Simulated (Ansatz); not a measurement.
The structure in question:

```xyz
2
Lattice="2.7754 0.0000 0.0000 -1.3877 2.4036 0.0000 0.0000 0.0000 4.3864" Properties=species:S:1:pos:R:3 pbc="T T T"
Pt    1.3877    0.8012    3.2898
Pt    0.0000    1.6024    1.0966
```

Describe what this structure looks like.

Answer. The element is platinum. The atoms follow space group P6_3/mmc (No. 194); the Bravais lattice is primitive hexagonal. The structure is of the kind named hexagonal close-packed (Mg type). The cell holds two atoms. The coordination shell of Pt holds twelve Pt in an anticuboctahedral arrangement at 2.72 to 2.78 Å. The bonds build a three-dimensional framework.

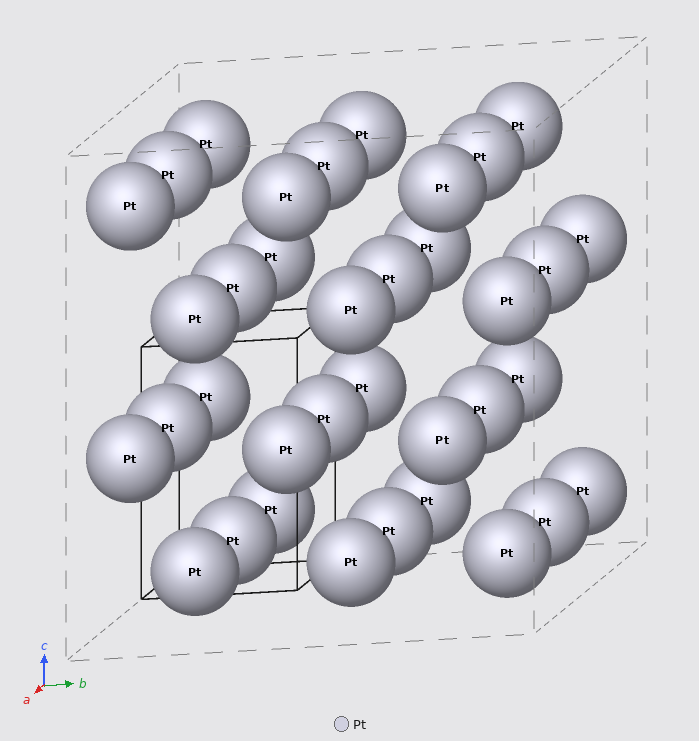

The figure gives a spheres-only picture of the atoms, viewed slightly off an axis. The solid frame is a single conventional unit cell within a 3×3×2 block. Colours: platinum light grey.

The model was built from a structure listed in the Materials Project. The cell was then strained or its atoms displaced on purpose. Ansatz was used for an electronic-structure calculation on it.

At this level of theory the cell isn't at rest (compressed, at 11 GPa), so its distances can differ from those at equilibrium, the more so the softer the solid.
